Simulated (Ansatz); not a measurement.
Single-point calculation of CdTe

System: CdTe (Imm2, 2 atoms in the cell).
Method: DFT r2SCAN, scalar-relativistic, plane waves, PAW, no spin polarisation (Ansatz 0.2.0).

It belongs to a series of runs on one base structure; here: atom 1 (Cd) moved 0.05 A along y. Figures and captions count atoms from 1; the log counts them from 0 in places.

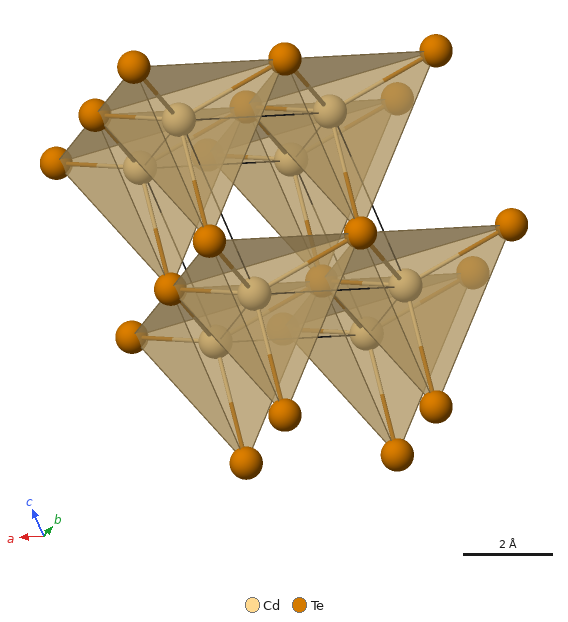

The structure (polyhedral view of the cell of the calculation, seen at an oblique angle; polyhedra are completed across the faces of the cell).

## Input file
```yaml
crystal:
  lattice:
    - [0.0, 3.2787246853, 3.2787246853]
    - [3.2787246853, 0.0, 3.2787246853]
    - [3.2787246853, 3.2787246853, 0.0]
  atoms:
    - { symbol: Cd, position: [0.0076249159, -0.0076249159, 0.0076249159] }
    - { symbol: Te, position: [0.25, 0.25, 0.25] }
basis:
  ecutwfc: 500
  ecutrho_ratio: 4
kpoints:
  mp_grid: { grid: [10, 10, 10] }
hamiltonian:
  xc: r2scan
scf:
  occupations: { method: gaussian, width: 0.05 }
output:
  forces: true
  stress: true
  eigenvalues: true
  write_density: true
  write_potential: true
  elf: true
  volumetric_format: npy
```

Machine: 4 threads of Arm Neoverse V1, 24 GiB of memory available, shared host.

Launched with:
```bash
ansatz run input.yaml --threads 4 --pin off --max-ram 7168MiB --backend cpu --events-out ev --progress --plain --runs-dir out
```

## Log
```
Engine: ansatz 0.2.0, aarch64-unknown-linux-gnu
Pseudopotentials: kind: paw
Pseudopotential: Cd, paw, valence charge 20, recommended cutoff 500 eV (meta_gga), Cd.paw.azcp
Pseudopotential: Te, paw, valence charge 16, recommended cutoff 500 eV (meta_gga), Te.paw.azcp
Functional definition: r2SCAN
  parameter k0 = 0.174
  parameter k1 = 0.065
  parameter a1 = 4.9479
  exchange = r2scan_x(k0 = k0, k1 = k1, a1 = a1)
  correlation = r2scan_c
Crystal: 2 atoms, lattice volume = 70.493 Å³
Basis set: ecut = 500 eV, 1807 PW (Γ), exchange–correlation on 144×144×144 points (64 copies of the dense FFT grid, shifted against one another)
Bands: 22, of which v1, the nominal top of the filled ones, is band 18 counted from 1 (17 counted from 0)
Symmetry: 4 space group operations
Space group: Imm2 (ITA 44), of the structure as read, at distance tolerance 4.1e-5 Å
k-points: 171 of 1000 (time reversal used)
Non-local potential: Cd, projectors of the file, l = 0: 3, l = 1: 2, l = 2: 2, l = 3: 1
Non-local potential: Te, projectors of the file, l = 0: 2, l = 1: 2, l = 2: 2, l = 3: 2
PAW form: soft (Blöchl's): semilocal exchange-correlation on the pseudo side does not see the compensation charge
PAW frozen core: Cd, regenerated for the run's functional (the file was generated under x = pbe(κ = 0.804, μ = 0.2195149727645171), c = pbe(β = 0.06672455060314922))
PAW frozen core: Te, regenerated for the run's functional (the file was generated under x = pbe(κ = 0.804, μ = 0.2195149727645171), c = pbe(β = 0.06672455060314922))
PAW one-centre angular grid: Cd, 590 points (default); XC on 160 Gauss nodes
PAW one-centre angular grid: Te, 590 points (default); XC on 160 Gauss nodes
Initial density: superposition of atomic densities (neutral atoms: chi_scale 0, normalization atom), corrected by the library's trained network
Initial wavefunctions: pseudopotential atomic-orbital guess
Functional: x = r2scan, c = r2scan; τ floored in thin density (d = 2e-4 eV/Å³)
SCF iter   1: F=—  HF=-15264.129306 eV  |F-HF|=—  |Δ(HF+E_count)|=         —  Δρ=4.38e-3  dr2=8.48e-3  dr2_τ=1.07e-2  ethr=1.77e-3  ⟨swp⟩=6.1  Hψ=17945  notcnv=0
preconditioner: auto → none  [insulator: Δε(μ)=1.084 eV  Ē_g=11.925 eV  σ=0.050 eV  W_gap=1.00  n_scr=14 (ndim 8)  ℏωp=18.8 eV  f_vac=0.199  D(μ)=0.00/eV (n_scr^D=0)  ε∞_Penn≈3.5]
SCF iter   2: F=—  HF=-15264.134854 eV  |F-HF|=—  |Δ(HF+E_count)|=   5.55e-3  Δρ=2.22e-3  dr2=1.49e-3  dr2_τ=3.30e-4  ethr=2.35e-5  ⟨swp⟩=2.8  Hψ=8737  notcnv=0
SCF iter   3: F=—  HF=-15264.135448 eV  |F-HF|=—  |Δ(HF+E_count)|=   5.94e-4  Δρ=1.02e-3  dr2=3.55e-4  dr2_τ=4.41e-5  ethr=4.13e-6  ⟨swp⟩=2.0  Hψ=5114  notcnv=0
SCF iter   4: F=—  HF=-15264.135629 eV  |F-HF|=—  |Δ(HF+E_count)|=   1.81e-4  Δρ=1.00e-4  dr2=5.75e-6  dr2_τ=3.87e-7  ethr=9.86e-7  ⟨swp⟩=2.0  Hψ=6840  notcnv=0
SCF iter   5: F=—  HF=-15264.135625 eV  |F-HF|=—  |Δ(HF+E_count)|=   4.16e-6  Δρ=2.69e-5  dr2=2.31e-7  dr2_τ=1.88e-8  ethr=1.60e-8  ⟨swp⟩=2.1  Hψ=6608  notcnv=0
SCF iter   6: F=-15264.135625 eV  HF=-15264.135625 eV  |F-HF|=5.59e-9  |Δ(HF+E_count)|=   2.01e-7  Δρ=5.75e-6  dr2=8.30e-9  dr2_τ=1.05e-9  ethr=2.78e-10  ⟨swp⟩=11.1  Hψ=27004  notcnv=0
SCF 1 converged in 6 iterations: F = -15264.135625 eV  dr2 = 8.30e-9
  greatest PAW one-centre occupation: 1.001 electrons in one spin orbital (limit 2), on the Cd atom at site 0 (counted from 0), in its partial waves of l = 1
SCF converged after 6 iterations
Free energy (F): -15264.135625 eV
Harris-Foulkes:  -15264.135625 eV  (|F-HF|=5.59e-9)
Internal energy: -15264.135625 eV  (E = F + TS)
E sigma→0 (E₀):  -15264.135625 eV
Fermi energy:    7.319895 eV
--- Per-component energies (eV) ---
  E_band       = -841.720350
  E_kinetic    = 685.256853
  E_local      = -5498.703039  (includes V_loc(G=0)·N_el)
  E_nonlocal   = -275.681771
  E_hartree    = 2766.973300
  E_xc         = -283.218330
  E_vxc        = -357.279078  (∫ρ·V_xc dr)
  E_paw        = -8793.004951  (= ΣΔE_a)
  E_vpaw       = -953.484645  (= ΣTr[D̂ρ^β])
  E_aug_tail   = -0.000032  (compensation charges beyond the density's cutoff)
  E_vtau       = 24.225019  (kinetic-family band-sum trace: ∫τ·v_τ [+ j·A + Jᵃ·Aᵃ] dr)
  E_ewald      = -3865.477741
  E_core_change = -0.279915  (= ΣΔE_core)
  E_smearing   = -0.000000  (= −TS)
  E_closure    = 0.000000  (closes the sum)
  Σ components = -15264.135625   (vs F -15264.135625, Δ=0.00e0)
--- Forces (eV/Å), atoms counted from 1 ---
  atom   1  Cd     0.00000000    -0.20342988    -0.00000000
  atom   2  Te    -0.00000000     0.20343676     0.00000000
  max |Σ_I F_I| component: 6.88e-6 eV/Å
--- Stress (GPa, compression-positive) ---
        0.049570      -0.000000       0.603093
       -0.000000       0.013285       0.000000
        0.603093       0.000000       0.049570
  P = ⅓ Tr σ = 0.0375 GPa (0.375 kbar)
--- Band table (eV; the first three rows and the last of 171) ---
  k-point 0: bands = ["-98.1453", "-58.2976", "-58.2975", "-58.2973", "-29.9790", "-29.9762", "-29.9674", "-29.9632", "-29.9602", "-4.6012", "-1.7817", "-1.7607", "-1.7424", "-1.5094", "-1.5087", "6.6767", "6.7200", "6.7540", "7.8857", "11.7690", "11.7946", "11.8306"]
  k-point 1: bands = ["-98.1453", "-58.2976", "-58.2975", "-58.2973", "-29.9789", "-29.9762", "-29.9674", "-29.9632", "-29.9602", "-4.5656", "-1.7748", "-1.7519", "-1.7150", "-1.5098", "-1.5089", "5.9256", "6.5921", "6.6529", "8.5062", "11.7002", "11.9149", "11.9719"]
  k-point 2: bands = ["-98.1453", "-58.2976", "-58.2975", "-58.2973", "-29.9789", "-29.9762", "-29.9673", "-29.9632", "-29.9601", "-4.4725", "-1.7573", "-1.7359", "-1.6196", "-1.5100", "-1.5080", "4.7247", "6.3884", "6.4620", "9.0001", "12.0067", "12.1696", "12.2662"]
  k-point 170: bands = ["-98.1453", "-58.2976", "-58.2975", "-58.2973", "-29.9784", "-29.9767", "-29.9668", "-29.9628", "-29.9604", "-4.1171", "-1.6273", "-1.6001", "-1.5878", "-1.4809", "-1.0157", "2.5558", "4.9130", "4.9564", "9.6165", "9.7879", "15.9525", "16.3024"]
```

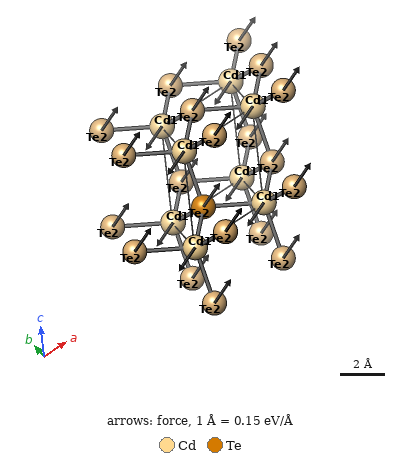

Forces on the atoms as black arrows (ball-and-stick view of the cell of the calculation, seen slightly off an axis; neighbours outside the cell are drawn fainter; atoms are numbered from 1 in the order of the input). The largest act on Te2 (0.20 eV/Å); Cd1 (0.20 eV/Å). The geometry is not a stationary point of this energy.

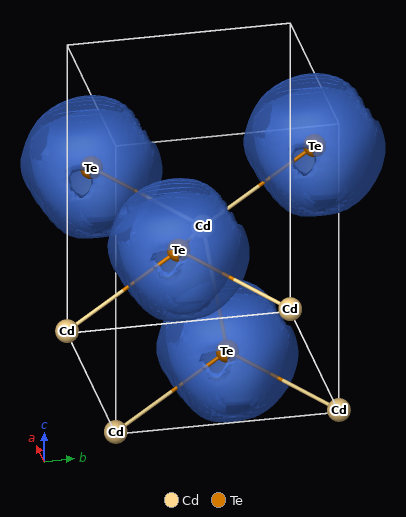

Isosurface of the electron localisation function at 0.65 (blue), seen at an oblique angle. Only the valence region is drawn (cores and ρ < 0.01 e/Å³ removed). Sticks mark near contacts. The outline is the cell set on symmetry axes. Profiles from the grid: Cd–Te (2.81 Å): the ELF is about 0.50 at the midpoint. Cd–Te (2.87 Å): the ELF peaks at about 0.70 in the valence shell of Te, 1.2 Å from its nucleus, and drops to about 0.15 between the two atoms. The fields are those of the smooth PAW valence density.

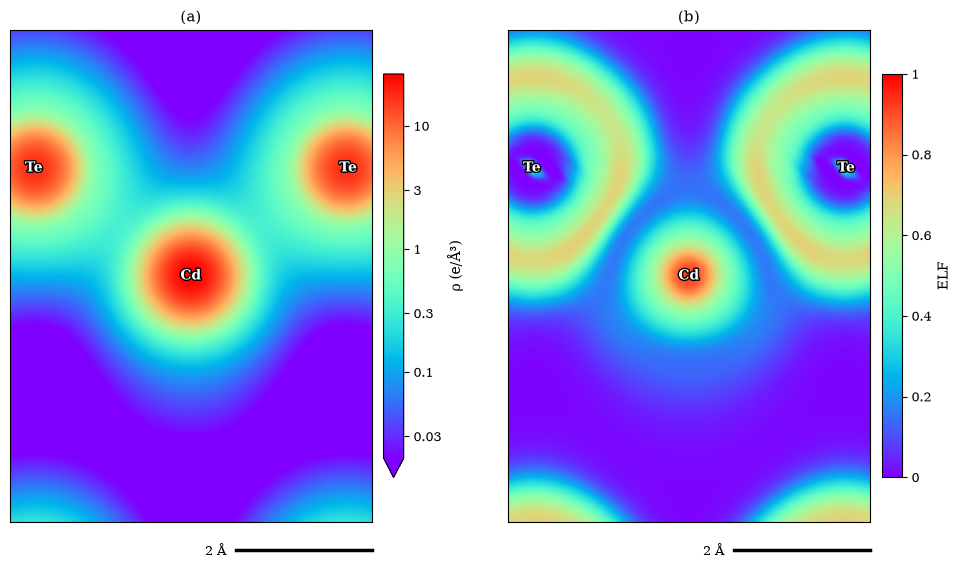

(a) valence pseudo-density; (b) ELF on the (100) plane of the conventional cell. Cd–Te (2.81 Å): the density is about 0.35 e/Å³ at the midpoint; the ELF is about 0.50 at the midpoint. Away from the nuclei the density in this plane falls to 0.007 e/Å³ at its lowest. The strong features right at Cd lie inside the PAW spheres (semicore, d or f shells) and say nothing about bonding.

## Summary

| quantity | value |
| --- | --- |
| outcome | converged |
| space group (tolerance 0.01 Å) | Imm2 (44) |
| electrons treated | 36 |
| free energy | −15264.1356 eV |
| Fermi energy | 7.320 eV |
| gap on the k-point mesh | 1.13 eV |
| pressure | 0.04 GPa |
| largest force (length of the vector) | 0.203 eV/Å |
| wall time | 19 s (CPU time 75 s) |
| peak memory | 0.78 GiB |
